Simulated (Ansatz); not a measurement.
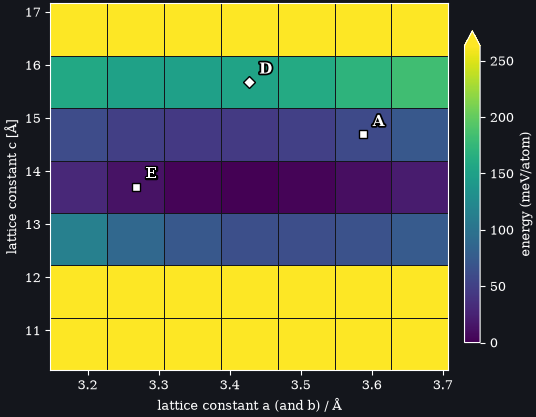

NaHF₂ (R-3m, No. 166; 4 atoms in the cell). The energy is mapped over the lattice constants a and c of the conventional cell. First axis: lattice constant a (and b). Second axis: lattice constant c. Nothing is relaxed (fractional coordinates fixed). The grid has 7 × 7 points. Energies are in meV/atom, from the lowest grid point. The D3 coefficients switch with the coordination numbers inside this range, which puts artificial structure into the map. The calculation used DFT PBEsol+D3(BJ), scalar-relativistic, plane waves, PAW in Ansatz 0.2.0. Settings: cutoff 520 eV, k-mesh 9×9×9, gaussian smearing 0.05 eV, no spin polarisation.

In the figure: one coloured cell a grid point, one colour for all values above the top of the scale, lettered points.

Question: Is D the lowest point of the computed grid?

Answer: No. D lies 152 meV/atom above the lowest grid point, which is at lattice constant a (and b) = 3.428 Å, lattice constant c = 13.71 Å.

Question: Rank the lettered points by energy, lowest first.

Answer: E (12 meV/atom), A (59 meV/atom), D (152 meV/atom).
